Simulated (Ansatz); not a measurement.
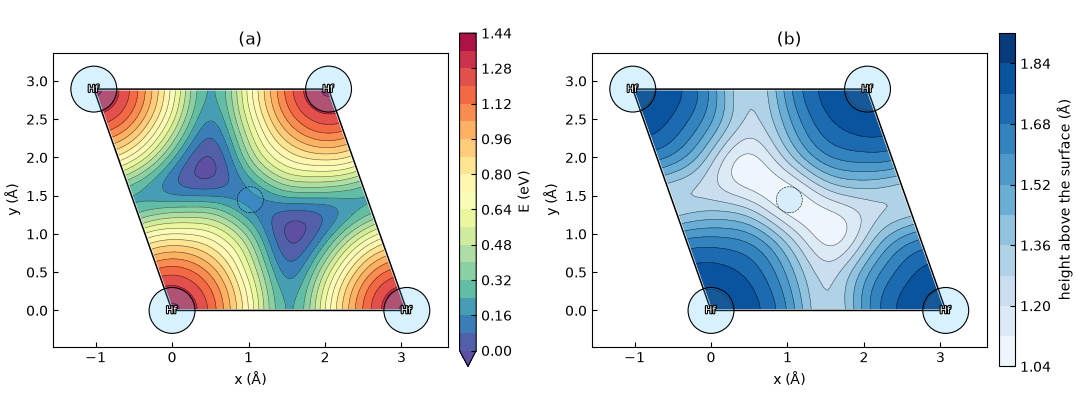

H on a Hf(110) slab cut from the Im-3m phase, its upper half relaxed before the scan (3 atoms of substrate and one adsorbate in a 1 × 1 cell). H is moved over the surface cell; relaxed at each place: the height of the adsorbate's atoms; substrate rigid; the origin of the map has the adsorbate above Hf3. Places are given modulo a cell vector. The map is drawn in real space over the plane of the surface. The grid has 6 × 6 points; 13 points were computed and 23 follow by symmetry. All energies are given in eV relative to the lowest grid point. With one adsorbate in each 1 × 1 cell, its nearest image is 3.1 Å away, so neighbouring adsorbates interact. These are results of DFT PBE, scalar-relativistic, plane waves, PAW (Ansatz 0.2.0), not measurements. Settings: cutoff 420 eV, k-mesh 9×9×1, gaussian smearing 0.1 eV, no spin polarisation.

Panel (a) is the energy and panel (b) the computed height above the surface on the same grid.

The picture shows filled contours, labelled circles for the atoms of the top layer and small ones for the second layer, the outline of one cell of the plane. Between grid points the surface is interpolated.

**How does the height above the surface vary over the map, and what is it at the lowest grid point?**

It runs from 1.07 Å at a bridge site between two Hf atoms, over a second-layer Hf atom, (3/6, 3/6) of the cell vectors to 1.86 Å at the top site over a surface Hf atom, (0/6, 0/6) of the cell vectors. At the lowest grid point, (2/6, 4/6) of the cell vectors [nearest 1 Hf at 2.00 Å], it is 1.11 Å.
